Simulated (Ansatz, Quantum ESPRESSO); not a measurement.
# Evanescent states of KBr, rock salt type, lattice constant set to 6.796 Å, part 2 of 4

Wanted: the complex band structure of KBr, rock salt type, lattice constant set to 6.796 Å, as for a tunnel barrier.

Quantum ESPRESSO 7.5; plane-wave DFT, LDA, PseudoDojo norm-conserving pseudopotentials; cross-check by Ansatz 0.2.0 with PAW datasets.

So far. Step 2 (Ground state): The run needed 8 iterations to bring the estimated error under 1e-09 Ry.

### Step 3. Complex bands with pwcond.x

Level of this step: complex band structure by pwcond; plane-wave DFT, LDA, PseudoDojo norm-conserving pseudopotentials (Quantum ESPRESSO).

ikind = 0 solves one period of the crystal for all kz, real and complex, at each energy and k across. ewind and epsproj trim the two-dimensional plane-wave basis; nz1 sets the subslabs.

cbs.in

```
&inputcond
  outdir = './out'
  prefixl = 'scf'
  band_file = 'cbs'
  ikind = 0
  ewind = 4.0
  epsproj = 1e-05
  nz1 = 7
  energy0 = 7.44
  denergy = -0.24
/
4
  0.00000000 0.00000000 1.00000000
  0.50000000 0.00000000 1.00000000
  0.50000000 0.50000000 1.00000000
  0.25000000 0.00000000 1.00000000
40
```

The run is started by

```
OMP_NUM_THREADS=1 mpirun -n 2 pwcond.x -in cbs.in > cbs.out
```

What it wrote:

```text
[banner, memory and clock lines left out]
Program PWCOND v.7.5 starts

          URL

     ./out/scf.save/

     IMPORTANT: XC functional enforced from input :
     Exchange-correlation= PW
                           (   1   4   0   0   0   0   0)
     Any further DFT definition will be discarded
     Please, verify this is what you really want

     Reading collected, re-writing distributed wavefunctions

===== INPUT FILE containing the left lead =====

     GEOMETRY:

     lattice parameter (alat)  =       9.0811  a.u.
     the volume                =    1059.0750 (a.u.)^3
     the cross section         =      82.4659 (a.u.)^2
     l of the unit cell        =       1.4142 (alat)
     number of atoms/cell      =            4
     number of atomic types    =            2

     crystal axes: (cart. coord. in units of alat)
               a(1) = (  1.0000  0.0000  0.0000 )
               a(2) = (  0.0000  1.0000  0.0000 )
               a(3) = (  0.0000  0.0000  1.4142 )

   Cartesian axes

     site n.     atom                  positions (alat units)
          1        K      tau(  1)=(  0.0000  0.0000  1.4142  )
          2        Br     tau(  2)=(  0.5000  0.5000  1.4142  )
          3        K      tau(  3)=(  0.5000  0.5000  0.7071  )
          4        Br     tau(  4)=(  0.0000  0.0000  0.7071  )

     nr1s                      =           48
     nr2s                      =           48
     nr3s                      =           72
     nr1sx                     =           48
     nr2sx                     =           48
     nr3sx                     =           72
     nr1                       =           48
     nr2                       =           48
     nr3                       =           72
     nr1x                      =           48
     nr2x                      =           48
     nr3x                      =           72

 _______________________________
  Radii of nonlocal spheres:

     type       ibeta     ang. mom.          radius (alat units)
       K          1         0                    0.1476
       K          2         0                    0.1487
       K          3         1                    0.1597
       K          4         1                    0.1597
       K          5         2                    0.1762
       K          6         2                    0.1784
       Br         1         0                    0.1960
       Br         2         0                    0.1993
       Br         3         1                    0.1674
       Br         4         1                    0.1696
       Br         5         2                    0.2147
       Br         6         2                    0.2147
----- General information -----

----- Complex band structure calculation -----

     nrx                       =           48
     nry                       =           48
     nz1                       =            7

     energy0               =         7.4E+00
     denergy               =        -2.4E-01
     nenergy               =         40
     ecut2d                =         6.6E+01
     ewind                 =         4.0E+00
     epsproj               =         1.0E-05

     number of k_|| points=    4
                       cryst. coord.
        k(    1) = (   0.0000000   0.0000000), wk =   0.2500000
        k(    2) = (   0.5000000   0.0000000), wk =   0.2500000
        k(    3) = (   0.5000000   0.5000000), wk =   0.2500000
        k(    4) = (   0.2500000   0.0000000), wk =   0.2500000
----- Information about left lead -----

     nocros                   =           36
     noins                    =           36
     norb                     =          108
     norbf                    =          108
     nrz                      =           72

      iorb      type   ibeta   ang. mom.   m       position (alat)
        1        1       1        0        1   taunew(   1)=(  0.0000  0.0000  0.0000)
        2        1       2        0        1   taunew(   2)=(  0.0000  0.0000  0.0000)
        3        1       3        1        1   taunew(   3)=(  0.0000  0.0000  0.0000)
        4        1       3        1        2   taunew(   4)=(  0.0000  0.0000  0.0000)
        5        1       3        1        3   taunew(   5)=(  0.0000  0.0000  0.0000)
        6        1       4        1        1   taunew(   6)=(  0.0000  0.0000  0.0000)
        7        1       4        1        2   taunew(   7)=(  0.0000  0.0000  0.0000)
        8        1       4        1        3   taunew(   8)=(  0.0000  0.0000  0.0000)
        9        1       5        2        1   taunew(   9)=(  0.0000  0.0000  0.0000)
       10        1       5        2        2   taunew(  10)=(  0.0000  0.0000  0.0000)
       11        1       5        2        3   taunew(  11)=(  0.0000  0.0000  0.0000)
       12        1       5        2        4   taunew(  12)=(  0.0000  0.0000  0.0000)
       13        1       5        2        5   taunew(  13)=(  0.0000  0.0000  0.0000)
       14        1       6        2        1   taunew(  14)=(  0.0000  0.0000  0.0000)
       15        1       6        2        2   taunew(  15)=(  0.0000  0.0000  0.0000)
       16        1       6        2        3   taunew(  16)=(  0.0000  0.0000  0.0000)
       17        1       6        2        4   taunew(  17)=(  0.0000  0.0000  0.0000)
       18        1       6        2        5   taunew(  18)=(  0.0000  0.0000  0.0000)
       19        2       1        0        1   taunew(  19)=(  0.5000  0.5000  0.0000)
       20        2       2        0        1   taunew(  20)=(  0.5000  0.5000  0.0000)
       21        2       3        1        1   taunew(  21)=(  0.5000  0.5000  0.0000)
       22        2       3        1        2   taunew(  22)=(  0.5000  0.5000  0.0000)
       23        2       3        1        3   taunew(  23)=(  0.5000  0.5000  0.0000)
       24        2       4        1        1   taunew(  24)=(  0.5000  0.5000  0.0000)
       25        2       4        1        2   taunew(  25)=(  0.5000  0.5000  0.0000)
       26        2       4        1        3   taunew(  26)=(  0.5000  0.5000  0.0000)
       27        2       5        2        1   taunew(  27)=(  0.5000  0.5000  0.0000)
       28        2       5        2        2   taunew(  28)=(  0.5000  0.5000  0.0000)
       29        2       5        2        3   taunew(  29)=(  0.5000  0.5000  0.0000)
       30        2       5        2        4   taunew(  30)=(  0.5000  0.5000  0.0000)
       31        2       5        2        5   taunew(  31)=(  0.5000  0.5000  0.0000)
       32        2       6        2        1   taunew(  32)=(  0.5000  0.5000  0.0000)
       33        2       6        2        2   taunew(  33)=(  0.5000  0.5000  0.0000)
       34        2       6        2        3   taunew(  34)=(  0.5000  0.5000  0.0000)
       35        2       6        2        4   taunew(  35)=(  0.5000  0.5000  0.0000)
       36        2       6        2        5   taunew(  36)=(  0.5000  0.5000  0.0000)
       37        1       1        0        1   taunew(  37)=(  0.5000  0.5000  0.7071)
       38        1       2        0        1   taunew(  38)=(  0.5000  0.5000  0.7071)
       39        1       3        1        1   taunew(  39)=(  0.5000  0.5000  0.7071)
       40        1       3        1        2   taunew(  40)=(  0.5000  0.5000  0.7071)
       41        1       3        1        3   taunew(  41)=(  0.5000  0.5000  0.7071)
       42        1       4        1        1   taunew(  42)=(  0.5000  0.5000  0.7071)
       43        1       4        1        2   taunew(  43)=(  0.5000  0.5000  0.7071)
       44        1       4        1        3   taunew(  44)=(  0.5000  0.5000  0.7071)
       45        1       5        2        1   taunew(  45)=(  0.5000  0.5000  0.7071)
       46        1       5        2        2   taunew(  46)=(  0.5000  0.5000  0.7071)
       47        1       5        2        3   taunew(  47)=(  0.5000  0.5000  0.7071)
       48        1       5        2        4   taunew(  48)=(  0.5000  0.5000  0.7071)
       49        1       5        2        5   taunew(  49)=(  0.5000  0.5000  0.7071)
       50        1       6        2        1   taunew(  50)=(  0.5000  0.5000  0.7071)
       51        1       6        2        2   taunew(  51)=(  0.5000  0.5000  0.7071)
       52        1       6        2        3   taunew(  52)=(  0.5000  0.5000  0.7071)
       53        1       6        2        4   taunew(  53)=(  0.5000  0.5000  0.7071)
       54        1       6        2        5   taunew(  54)=(  0.5000  0.5000  0.7071)
       55        2       1        0        1   taunew(  55)=(  0.0000  0.0000  0.7071)
       56        2       2        0        1   taunew(  56)=(  0.0000  0.0000  0.7071)
       57        2       3        1        1   taunew(  57)=(  0.0000  0.0000  0.7071)
       58        2       3        1        2   taunew(  58)=(  0.0000  0.0000  0.7071)
       59        2       3        1        3   taunew(  59)=(  0.0000  0.0000  0.7071)
       60        2       4        1        1   taunew(  60)=(  0.0000  0.0000  0.7071)
       61        2       4        1        2   taunew(  61)=(  0.0000  0.0000  0.7071)
       62        2       4        1        3   taunew(  62)=(  0.0000  0.0000  0.7071)
       63        2       5        2        1   taunew(  63)=(  0.0000  0.0000  0.7071)
       64        2       5        2        2   taunew(  64)=(  0.0000  0.0000  0.7071)
       65        2       5        2        3   taunew(  65)=(  0.0000  0.0000  0.7071)
       66        2       5        2        4   taunew(  66)=(  0.0000  0.0000  0.7071)
       67        2       5        2        5   taunew(  67)=(  0.0000  0.0000  0.7071)
       68        2       6        2        1   taunew(  68)=(  0.0000  0.0000  0.7071)
       69        2       6        2        2   taunew(  69)=(  0.0000  0.0000  0.7071)
       70        2       6        2        3   taunew(  70)=(  0.0000  0.0000  0.7071)
       71        2       6        2        4   taunew(  71)=(  0.0000  0.0000  0.7071)
       72        2       6        2        5   taunew(  72)=(  0.0000  0.0000  0.7071)
       73        1       1        0        1   taunew(  73)=(  0.0000  0.0000  1.4142)
       74        1       2        0        1   taunew(  74)=(  0.0000  0.0000  1.4142)
       75        1       3        1        1   taunew(  75)=(  0.0000  0.0000  1.4142)
       76        1       3        1        2   taunew(  76)=(  0.0000  0.0000  1.4142)
       77        1       3        1        3   taunew(  77)=(  0.0000  0.0000  1.4142)
       78        1       4        1        1   taunew(  78)=(  0.0000  0.0000  1.4142)
       79        1       4        1        2   taunew(  79)=(  0.0000  0.0000  1.4142)
       80        1       4        1        3   taunew(  80)=(  0.0000  0.0000  1.4142)
       81        1       5        2        1   taunew(  81)=(  0.0000  0.0000  1.4142)
       82        1       5        2        2   taunew(  82)=(  0.0000  0.0000  1.4142)
       83        1       5        2        3   taunew(  83)=(  0.0000  0.0000  1.4142)
       84        1       5        2        4   taunew(  84)=(  0.0000  0.0000  1.4142)
       85        1       5        2        5   taunew(  85)=(  0.0000  0.0000  1.4142)
       86        1       6        2        1   taunew(  86)=(  0.0000  0.0000  1.4142)
       87        1       6        2        2   taunew(  87)=(  0.0000  0.0000  1.4142)
       88        1       6        2        3   taunew(  88)=(  0.0000  0.0000  1.4142)
       89        1       6        2        4   taunew(  89)=(  0.0000  0.0000  1.4142)
       90        1       6        2        5   taunew(  90)=(  0.0000  0.0000  1.4142)
       91        2       1        0        1   taunew(  91)=(  0.5000  0.5000  1.4142)
       92        2       2        0        1   taunew(  92)=(  0.5000  0.5000  1.4142)
       93        2       3        1        1   taunew(  93)=(  0.5000  0.5000  1.4142)
       94        2       3        1        2   taunew(  94)=(  0.5000  0.5000  1.4142)
       95        2       3        1        3   taunew(  95)=(  0.5000  0.5000  1.4142)
       96        2       4        1        1   taunew(  96)=(  0.5000  0.5000  1.4142)
       97        2       4        1        2   taunew(  97)=(  0.5000  0.5000  1.4142)
       98        2       4        1        3   taunew(  98)=(  0.5000  0.5000  1.4142)
       99        2       5        2        1   taunew(  99)=(  0.5000  0.5000  1.4142)
      100        2       5        2        2   taunew( 100)=(  0.5000  0.5000  1.4142)
      101        2       5        2        3   taunew( 101)=(  0.5000  0.5000  1.4142)
      102        2       5        2        4   taunew( 102)=(  0.5000  0.5000  1.4142)
      103        2       5        2        5   taunew( 103)=(  0.5000  0.5000  1.4142)
      104        2       6        2        1   taunew( 104)=(  0.5000  0.5000  1.4142)
      105        2       6        2        2   taunew( 105)=(  0.5000  0.5000  1.4142)
      106        2       6        2        3   taunew( 106)=(  0.5000  0.5000  1.4142)
      107        2       6        2        4   taunew( 107)=(  0.5000  0.5000  1.4142)
      108        2       6        2        5   taunew( 108)=(  0.5000  0.5000  1.4142)
 ngper, shell number =          437          58
 ngper, n2d =          437         117
---  E-Ef =    7.4400000  k =    0.0000000   0.0000000
---  ie =          1  ik =          1
 Nchannels of the left tip =            2
 Right moving states:
   k1(2pi/a)   k2(2pi/a)   E-Ef (eV)
   0.1374808  -0.0000000   7.4400000
   0.1374808  -0.0000000   7.4400000
 Left moving states:
   k1(2pi/a)   k2(2pi/a)   E-Ef (eV)
  -0.1374808  -0.0000000   7.4400000
  -0.1374808  -0.0000000   7.4400000

---  E-Ef =    7.2000000  k =    0.0000000   0.0000000
---  ie =          2  ik =          1
 Nchannels of the left tip =            1
 Right moving states:
   k1(2pi/a)   k2(2pi/a)   E-Ef (eV)
  -0.1361268   0.0000000   7.2000000
 Left moving states:
   k1(2pi/a)   k2(2pi/a)   E-Ef (eV)
   0.1361268   0.0000000   7.2000000
[... further energies and points left out ...]
---  E-Ef =   -1.6800000  k =    0.2500000   0.0000000
---  ie =         39  ik =          4
 Nchannels of the left tip =            0
 Right moving states:
   k1(2pi/a)   k2(2pi/a)   E-Ef (eV)
 Left moving states:
   k1(2pi/a)   k2(2pi/a)   E-Ef (eV)

---  E-Ef =   -1.9200000  k =    0.2500000   0.0000000
---  ie =         40  ik =          4
 Nchannels of the left tip =            0
 Right moving states:
   k1(2pi/a)   k2(2pi/a)   E-Ef (eV)
 Left moving states:
   k1(2pi/a)   k2(2pi/a)   E-Ef (eV)

Note: The following floating-point exceptions are signalling: IEEE_UNDERFLOW_FLAG IEEE_DENORMAL
Note: The following floating-point exceptions are signalling: IEEE_UNDERFLOW_FLAG IEEE_DENORMAL
```

Wall time 4.4 min (2 MPI ranks of Intel Xeon Platinum 8488C (Sapphire Rapids), shared host); peak memory 0.18 GiB; 8.8 min of CPU time.

Numbers from this step:

* peak of the smallest κ at the zone centre: 0.315 Å⁻¹
* energy of the peak at the zone centre: 1.68 eV
* peak of the smallest κ at (1/2, 0): 0.632 Å⁻¹
* peak of the smallest κ at (1/2, 1/2): 0.458 Å⁻¹
* peak of the smallest κ at (1/4, 0): 0.415 Å⁻¹

K across = (0, 0) in the cell's reciprocal vectors; values within 0.0025 1/Å of each other count once, columns are sorted by size at each energy, a dash where no further value was kept. The Im kz of the slowest decaying states by energy, zero at the highest filled level of the SCF mesh:

```tsv
energy (eV)	decay 1 (Å⁻¹)	decay 2 (Å⁻¹)	decay 3 (Å⁻¹)
-1.92	0.516	1.08	1.45
-1.20	0.381	0.963	1.39
-0.48	0.382	0.602	0.9
0.00	0.01	0.475	1.01
0.24	0.18	0.42	0.498
0.96	0.291	0.537	0.623
1.68	0.315	0.55	0.672
2.40	0.298	0.549	0.679
3.12	0.236	0.537	0.661
3.84	0.515	0.627	0.736
4.56	0.484	0.577	0.715
5.28	0.342	0.44	0.512
6.00	0.38	0.423	0.528
6.72	0.176	0.254	0.294
7.44	0.107	0.235	0.308
```

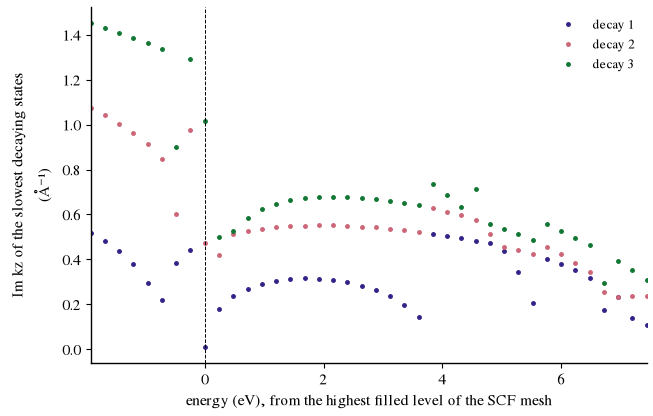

Im kz of the slowest decaying states against energy.

K across = (0, 0) in the cell's reciprocal vectors. Table of Re kz of states that move upwards by energy, zero at the highest filled level of the SCF mesh:

```tsv
energy (eV)	channel 1 (Å⁻¹)	channel 2 (Å⁻¹)	channel 3 (Å⁻¹)
-1.92	-	-	-
-1.20	-	-	-
-0.48	-0.347	-	-
0.00	-0.00584	-0.00584	-
0.24	-	-	-
0.96	-	-	-
1.68	-	-	-
2.40	-	-	-
3.12	-	-	-
3.84	0.0421	-	-
4.56	0.301	-	-
5.28	-0.454	-	-
6.00	-0.278	0.336	-
6.72	-0.309	-	-
7.44	0.127	0.127	-
```

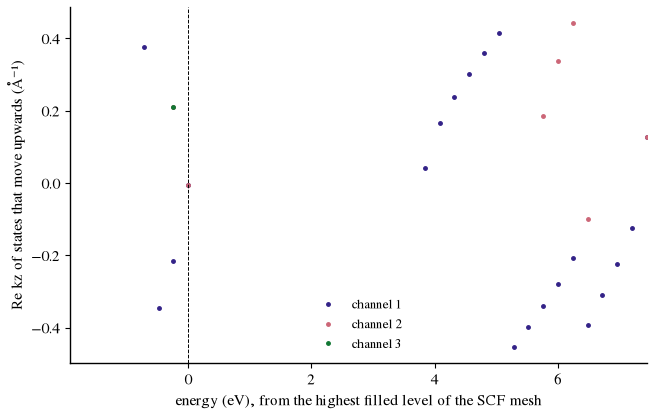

Re kz of states that move upwards, plotted against energy.

K across = (1/2, 0) in the cell's reciprocal vectors; values within 0.0025 1/Å of each other count once, columns are sorted by size at each energy, a dash where no further value was kept. Table of Im kz of the slowest decaying states by energy, zero at the highest filled level of the SCF mesh:

```tsv
energy (eV)	decay 1 (Å⁻¹)	decay 2 (Å⁻¹)	decay 3 (Å⁻¹)
-0.96	0.867	0.886	1.61
0.00	0.556	0.682	1.52
0.96	0.576	0.754	0.844
1.92	0.566	0.809	0.865
2.88	0.555	0.812	0.849
4.08	0.528	0.798	0.834
5.04	0.504	0.733	0.736
6.00	0.216	0.497	0.653
6.96	0.106	0.415	0.54
```

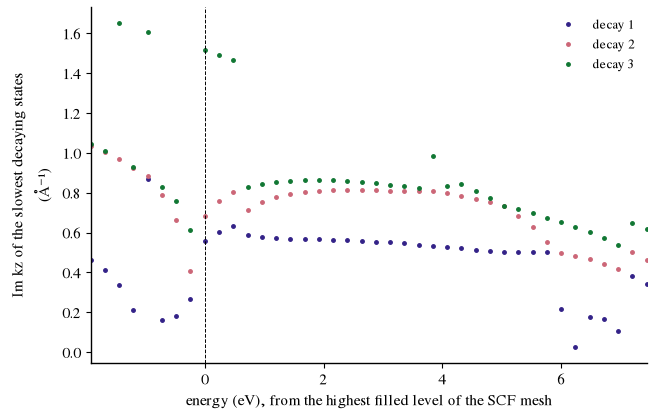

Im kz of the slowest decaying states, plotted against energy.

K across = (1/2, 1/2) in the cell's reciprocal vectors; values within 0.0025 1/Å of each other count once, columns are sorted by size at each energy, a dash where no further value was kept. Im kz of the slowest decaying states against energy, zero at the highest filled level of the SCF mesh:

```tsv
energy (eV)	decay 1 (Å⁻¹)	decay 2 (Å⁻¹)	decay 3 (Å⁻¹)
-0.96	0.37	0.418	1.16
0.00	0.271	0.334	1.20
0.96	0.422	0.528	1.21
1.92	0.456	0.553	1.2
2.88	0.453	0.522	1.18
4.08	0.414	0.426	1.14
5.04	0.28	0.35	1.03
6.00	0.23	0.888	1.05
6.96	0.716	1.01	1.05
```

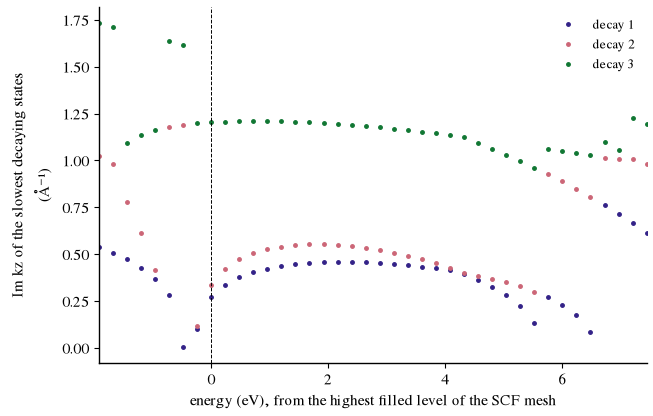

Im kz of the slowest decaying states against energy.

K across = (1/4, 0) in the cell's reciprocal vectors; values within 0.0025 1/Å of each other count once, columns are sorted by size at each energy, a dash where no further value was kept. Table of Im kz of the slowest decaying states by energy, zero at the highest filled level of the SCF mesh:

```tsv
energy (eV)	decay 1 (Å⁻¹)	decay 2 (Å⁻¹)	decay 3 (Å⁻¹)
-0.96	0.188	0.89	0.904
0.00	0.29	0.362	0.581
0.96	0.397	0.565	0.642
1.92	0.415	0.568	0.687
2.88	0.39	0.556	0.671
4.08	0.273	0.519	0.602
5.04	0.471	0.512	0.592
6.00	0.371	0.39	0.403
6.96	0.109	0.293	0.33
```

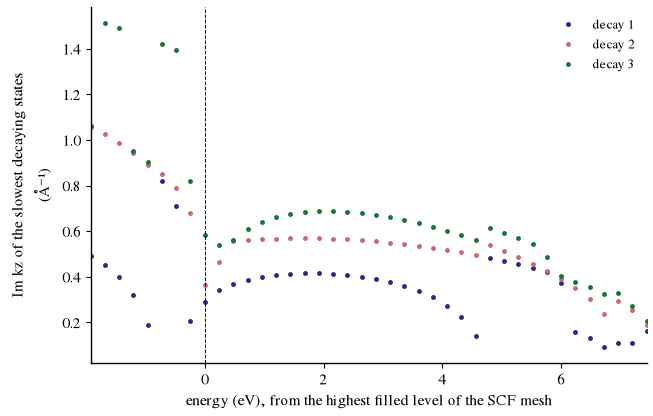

Im kz of the slowest decaying states, plotted against energy.

The program's own clock; routines nest. Time by routine:

```tsv
routine	wall time (s)	calls
PWCOND	264.3	1
scatter_forw	196.1	160
compbs	58.76	160
compbs_2	55.3	160
local	8.38	4
init	1	1
poten	0.37	1
```

[end of part 2 of 4]

[Logs are printed without paths, hosts, clocks, repeated set-up lines and the standing remarks that a program may print on its own settings, such as how far it seeks lower states.]

[Hosts, paths, dates, database ids (printed as entryN), source tags and the programs' standing remarks are cut or masked in the printed files.]

[Maps of the electrostatic potential energy from Ansatz leave out the sawtooth potential of an applied field or a dipole correction, so their vacuum need not be flat; planar profiles and work functions include it.]
